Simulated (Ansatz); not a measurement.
Here is a crystal structure:

```cif
data_structure
_symmetry_space_group_name_H-M 'P 1'
_symmetry_Int_Tables_number 1
_cell_length_a 3.9370
_cell_length_b 3.9370
_cell_length_c 6.5964
_cell_angle_alpha 90.000
_cell_angle_beta 90.000
_cell_angle_gamma 120.000
_cell_volume 88.55
loop_
_atom_site_label
_atom_site_type_symbol
_atom_site_fract_x
_atom_site_fract_y
_atom_site_fract_z
_atom_site_occupancy
Ge1 Ge 0.66667 0.33333 0.06291 1
Ge2 Ge 0.33333 0.66667 0.56291 1
Ge3 Ge 0.66667 0.33333 0.43709 1
Ge4 Ge 0.33333 0.66667 0.93709 1
```

> Characterise the structure given above.

The element is germanium. The atoms follow space group P6_3/mmc (No. 194); the Bravais lattice is primitive hexagonal. Structure type: hexagonal diamond (lonsdaleite type). The cell holds four atoms. About every Ge there are four Ge in a tetrahedral arrangement at 2.42 to 2.47 Å. The bonds build a three-dimensional framework.

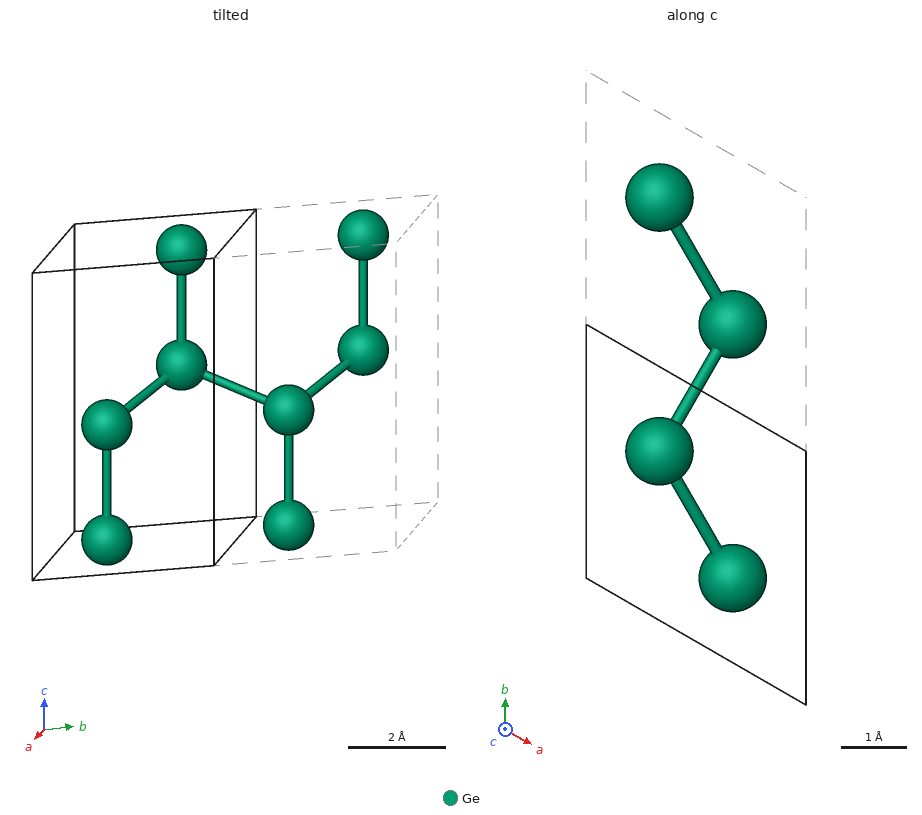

A ball-and-stick rendering, viewed slightly off an axis and along the c axis. The conventional unit cell (solid box) is repeated to 1×2×1 cells. Colours: germanium teal.

It goes back to a structure listed in the Materials Project. The cell was then strained or its atoms displaced on purpose. A calculation with Ansatz used it as input.
